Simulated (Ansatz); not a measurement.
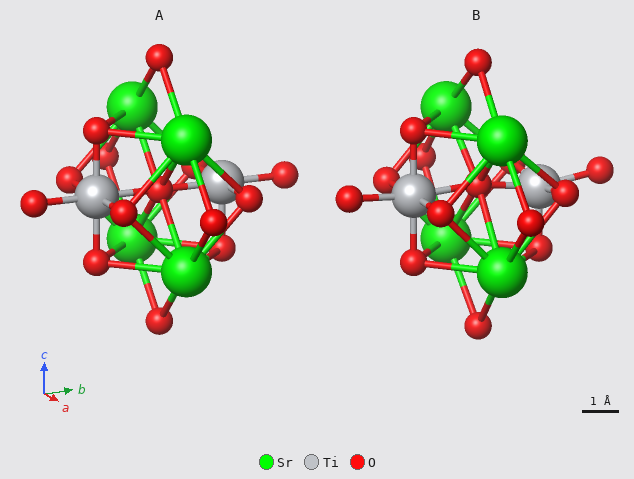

Two geometries of a defect cell of composition Sr8Ti8O23 (cell charge +2), drawn at one scale. One is the start of a relaxation, the other its converged end. Style: ball-and-stick. Shown: the atoms within 4.2 Å of the atom that moves most (axes of the cell of the calculation (origin shifted)), slightly off an axis.

These are results of Ansatz 0.2.0, DFT PBEsol, scalar-relativistic, plane waves, PAW, not measurements. Settings: plane-wave cutoff 420 eV; k-point mesh 2 × 2 × 2; occupations gaussian; smearing width 0.02 eV; mesh shifted by (0.5, 0.5, 0.5); no spin polarisation; atoms relaxed in a fixed cell; force threshold 0.02 eV/Å; at most 60 steps.

> Which one is relaxed?

Structure B is the relaxed one. Case: O on a O site beside a O vacancy, charge +2, atoms relaxed. The largest moves, 0.16 Å, are those of O atoms. Largest moves by element: O 0.16 Å, Ti 0.13 Å, Sr 0.10 Å. The cell stays as it was. Among the contacts that change: O–Sr 2.751 → 2.906 Å, Sr–Ti 3.370 → 3.521 Å, O–Ti 1.946 → 1.818 Å, O–Sr 2.751 → 2.848 Å. Bond angles that change, for instance: O–Ti–O 180.0° → 163.5°, Ti–O–Ti 180.0° → 168.5°, O–Ti–O 90.0° → 98.2°. The energy falls by 2.000 eV per cell of the calculation in 5 geometry steps. The largest force component goes from 4.6 to 0.012 eV/Å. Cost: 28 s on 8 threads of Intel(R) Xeon(R) Processor @ 2.70GHz, on a shared host, peak memory 0.88 GiB.

Limits of the set-up: the periodic images lie only 7.8 Å apart, so the values are limited by the cell's size; the cell is charged, on a uniform background, and energies carry no finite-size correction.
